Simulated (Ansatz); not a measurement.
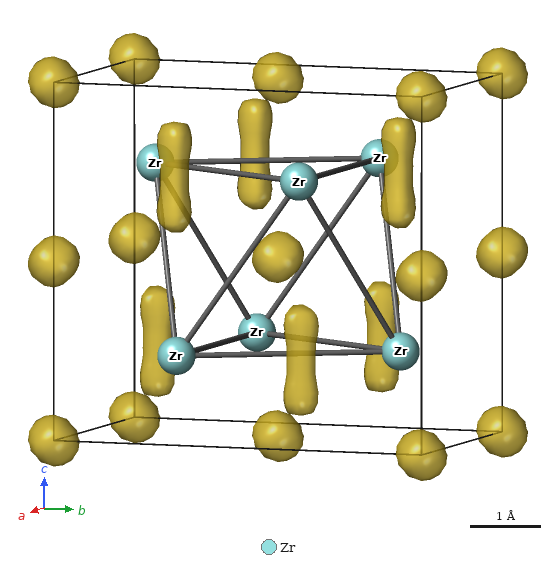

*Zr. Isosurface of the electron localisation function at 0.65 (yellow), seen slightly off an axis. Only the valence region is drawn (cores and ρ < 0.01 e/Å³ removed). Sticks mark near contacts.*

Space group Cmcm; changed on purpose from its base cell (strain +0.0300 x Voigt [1, 0, 0, 0, 0, 0], atoms carried along); computed pressure about −6 GPa in this cell.

Method: Ansatz, DFT PBEsol, scalar-relativistic, plane waves, PAW.

In a PAW calculation such maps are meaningful between the atoms, not at the nuclei.

**Describe the localisation domains.**

The ELF exceeds this value in eight pockets between the atoms, centred on no nucleus (multi-centre or interstitial), counted in one cell of 4 atoms. Any copies at cell faces, edges or corners count once. There are no localised bonds or lone pairs at this value.

Values along the shortest contacts:
Zr–Zr (3.18 Å): the ELF is about 0.20 at the midpoint; no shared electron pair shows on this line. Zr–Zr (3.26 Å): the ELF is about 0.25 at the midpoint (no shared electron pair shows on this line).

**Does the calculation give a band gap?**

It is metallic or semimetallic at this level of theory: no gap opens.
